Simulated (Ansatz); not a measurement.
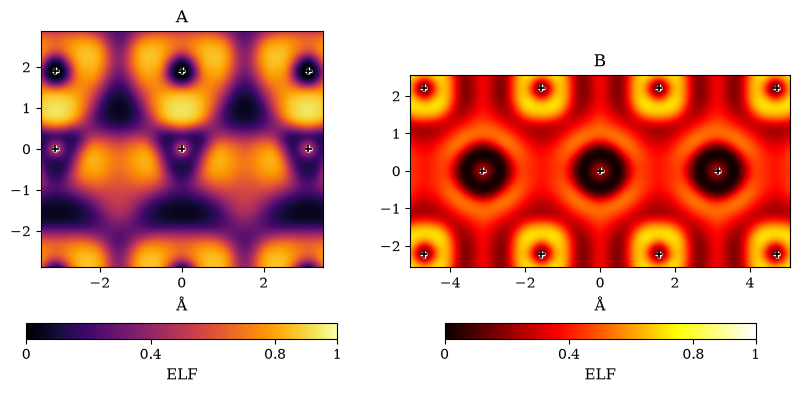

The electron localisation function of 2 systems, each on a plane through atoms (crosses mark nuclei in the plane).

The calculation used Ansatz 0.2.0, DFT PBE, scalar-relativistic, plane waves, PAW.

System 1: AlRu, the (11̄0) plane of the conventional cell. Space group Pm-3m; changed on purpose from its base cell (strain +0.050 along x and y, +0.050 along z, atoms carried along); computed pressure about −20 GPa in this cell; computed without spin polarisation.

System 2: SiC, the (010) plane of the conventional cell. Space group P6₃mc.

**Match each panel to its system.**

Panel A is system 2, SiC: the plane holds Si and C. Si–C (1.91 Å): the ELF peaks at about 0.95 between the atoms (a covalent bond). Panel B is system 1, AlRu: the plane holds Al and Ru. Al–Ru (2.72 Å): the ELF is about 0.40 at the midpoint: no shared electron pair shows on this line.
